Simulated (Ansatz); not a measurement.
## Electronic structure of Si$_{9}$W$_{5}$ (cell with a defect) in real space

Input file:

```
crystal:
  lattice:
    - [0.0, 0.0, 7.8668279295]
    - [-4.8434929826, 4.8434929826, 3.9334139647]
    - [-4.8434929826, -4.8434929826, 3.9334139647]
  atoms:
    - { symbol: Si, position: [0.0012410717, 0.3333333333, 0.3333333333] }
    - { symbol: Si, position: [0.6679077384, 0.0, 0.3333333333] }
    - { symbol: Si, position: [0.3345744051, 0.0, 0.0] }
    - { symbol: Si, position: [0.0012410717, 0.0, 0.6666666667] }
    - { symbol: Si, position: [0.3345744051, 0.6666666667, 0.3333333333] }
    - { symbol: Si, position: [0.0012410717, 0.6666666667, 0.0] }
    - { symbol: Si, position: [0.6679077384, 0.3333333333, 0.0] }
    - { symbol: Si, position: [0.3345744051, 0.3333333333, 0.6666666667] }
    - { symbol: Si, position: [0.6679077384, 0.6666666667, 0.6666666667] }
    - { symbol: Si, position: [0.3320922616, 0.3333333333, 0.3333333333] }
    - { symbol: Si, position: [0.9987589283, 0.0, 0.3333333333] }
    - { symbol: Si, position: [0.6654255949, 0.0, 0.0] }
    - { symbol: Si, position: [0.3487920283, -0.0137140174, 0.6462636834] }
    - { symbol: Si, position: [0.6654255949, 0.6666666667, 0.3333333333] }
    - { symbol: Si, position: [0.3189040275, 0.674296828, -0.0024466548] }
    - { symbol: Si, position: [0.9987589283, 0.3333333333, 0.0] }
    - { symbol: Si, position: [0.6654255949, 0.3333333333, 0.6666666667] }
    - { symbol: Si, position: [0.9987589283, 0.6666666667, 0.6666666667] }
    - { symbol: W, position: [0.0, 0.3333333333, 0.6666666667] }
    - { symbol: W, position: [0.6666666667, 0.0, 0.6666666667] }
    - { symbol: W, position: [0.3333333333, 0.0, 0.3333333333] }
    - { symbol: W, position: [0.0099510313, -0.0067536857, 1.0121853553] }
    - { symbol: W, position: [0.3189211405, 0.6698906847, 0.6561511505] }
    - { symbol: W, position: [0.0, 0.6666666667, 0.3333333333] }
    - { symbol: W, position: [0.6666666667, 0.3333333333, 0.3333333333] }
    - { symbol: W, position: [0.3333333333, 0.3333333333, 1.0] }
    - { symbol: W, position: [0.6666666667, 0.6666666667, 1.0] }
    - { symbol: W, position: [0.2672797296, 0.8314137045, 0.8168009715] }
basis:
  ecutwfc: 420
  xc_grid: 2
kpoints:
  mp_grid: { grid: [4, 4, 4], shift: [0.0, 0.0, 0.0] }
hamiltonian:
  xc: pbe
scf:
  occupations: { method: gaussian, width: 0.1 }
output:
  forces: true
  stress: false
  eigenvalues: true
  write_density: true
  write_potential: true
  elf: true
  volumetric_format: npy
relax:
  adjacent_minimum: "off"
  f_tol: 0.025
  max_steps: 45
```

Run with:

```sh
ansatz run input.yaml --threads 4 --pin off --max-ram 10240MiB --backend cpu --events-out ev --progress --plain --runs-dir out
```

The fields are those of the run's last geometry, not of the input's.

The calculation used DFT PBE, scalar-relativistic, plane waves, PAW (Ansatz).

Core electrons are frozen (PAW), and the valence fields are smoothed inside the atomic spheres.

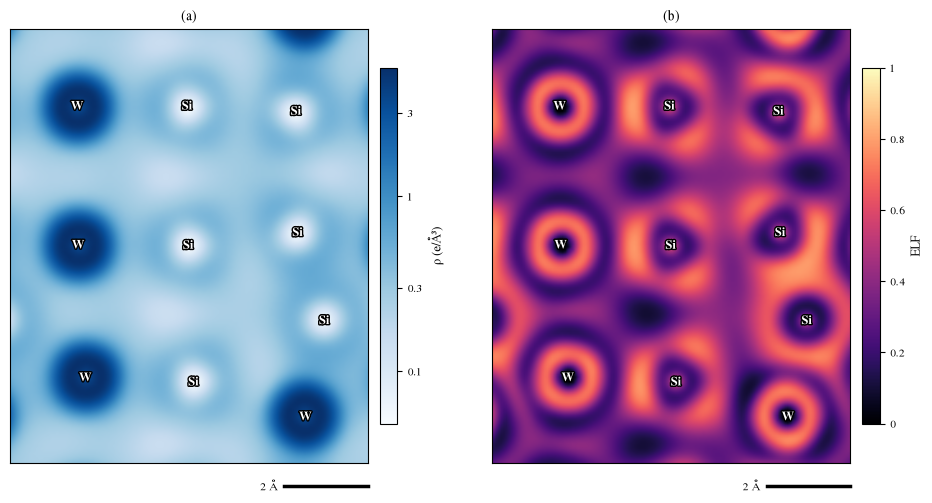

Figure 1. (a) valence charge density (pseudo); (b) electron localisation function on the (011) plane of the calculation cell.

Interpret the plot.

Answer. The plane passes through Si and W nuclei.
Si–W (2.35 Å): ρ is about 0.63 e/Å³ halfway; the ELF peaks at about 0.70 in the valence shell of Si, 0.9 Å from its nucleus, and is about 0.45 at the midpoint.
Si–Si (2.20 Å): the density is about 0.57 e/Å³ at the midpoint; the ELF peaks at about 0.80 between the atoms.
Between the atoms the lowest density in this plane is 0.14 e/Å³.
The features right at W lie inside the PAW spheres, where the map follows smoothed inner orbitals and isn't to be read closely.

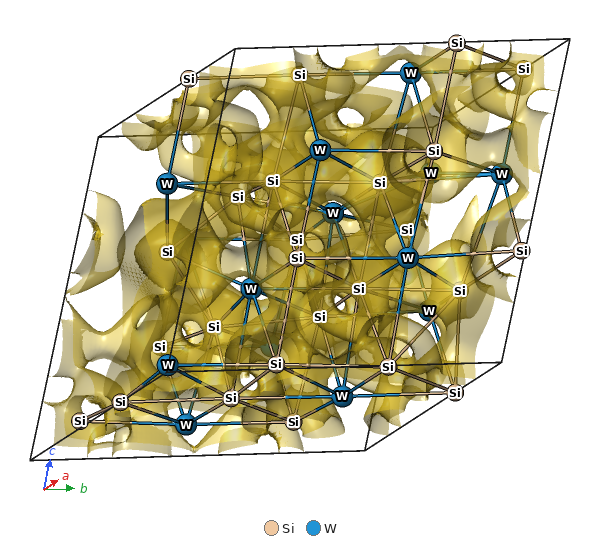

Figure 2. Isosurface of the electron localisation function at 0.55 (yellow), seen at an oblique angle. Only the valence region is drawn (cores and ρ < 0.01 e/Å³ removed). Sticks mark near contacts.

What do the ELF domains correspond to?

Answer. At this value the surface marks out sheets that run through the cell in two directions, counted in one cell of 28 atoms. Any copies at cell faces, edges or corners count once. Along the contacts the grid gives the following. Si–Si (2.14 Å): the ELF peaks at about 0.80 between the atoms. Si–W (2.33 Å): the ELF peaks at about 0.80 in the valence shell of Si, 0.8 Å from its nucleus, and is about 0.50 at the midpoint.

Metal or insulator at this level of theory?

Answer. It is gapless in this calculation (a metal or semimetal).
